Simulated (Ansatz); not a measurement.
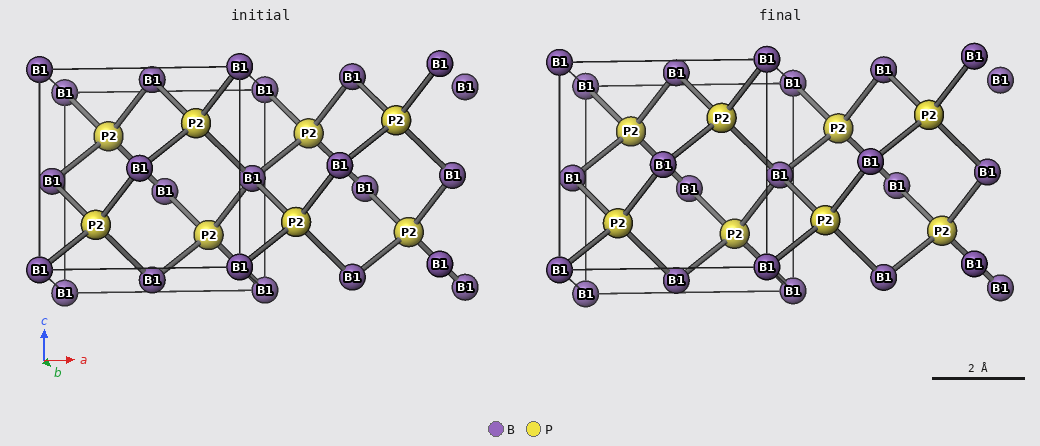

The structure of solid BP (a generated structure, set up in F-43m) (coarse preliminary run) before (left) and after (right) a relaxation, at one scale.

The picture is a ball-and-stick view of the conventional cell (4 times the calculation's cell), repeated 2 × 1 × 1 with one cell outlined, seen from a free direction. Lengths and directions refer to the drawn axes.

Case: Al → B, N → P on all its sites, cell and atoms relaxed.

The calculation used DFT PBE, scalar-relativistic, plane waves, PAW (Ansatz).

The input:
```yaml
crystal:
  lattice:
    - [0.0, 2.1943061191, 2.1943061191]
    - [2.1943061191, 0.0, 2.1943061191]
    - [2.1943061191, 2.1943061191, 0.0]
  atoms:
    - { symbol: B, position: [0.0, 0.0, 0.0] }
    - { symbol: P, position: [0.75, 0.75, 0.75] }
basis:
  ecutwfc: 420
kpoints:
  mp_grid: { grid: [8, 8, 8] }
hamiltonian:
  xc: pbe
scf:
  occupations: { method: gaussian, width: 0.1 }
output:
  forces: true
  stress: true
  eigenvalues: true
relax:
  adjacent_minimum: "off"
  f_tol: 0.05
  max_steps: 60
  cell: { stress_tol: 0.5 }
```

Run as
```bash
ansatz run input.yaml --threads 1 --pin off --max-ram 2560MiB --backend cpu --events-out ev --progress --plain --runs-dir out
```

### What changed between the two?

The atoms keep their places relative to the cell (all moves are under 0.005 Å). The volume changes by +11.2 %, with a = b = c 4.389 → 4.547 Å (+3.6 %). Some distances before and after: B1–P2 1.900 → 1.969 Å. The space group stays F-43m (No. 216). After 3 accepted moves (4 points after the start) the energy has fallen by 73.1 meV per atom. All forces vanish by symmetry, so only the cell relaxes. Pressure: 21.30 GPa at the start and 0.19 GPa at the end. At 1 point the geometry stayed and the basis and grid were re-selected for the new cell (energy shift of 1.7 meV per atom at most each time).
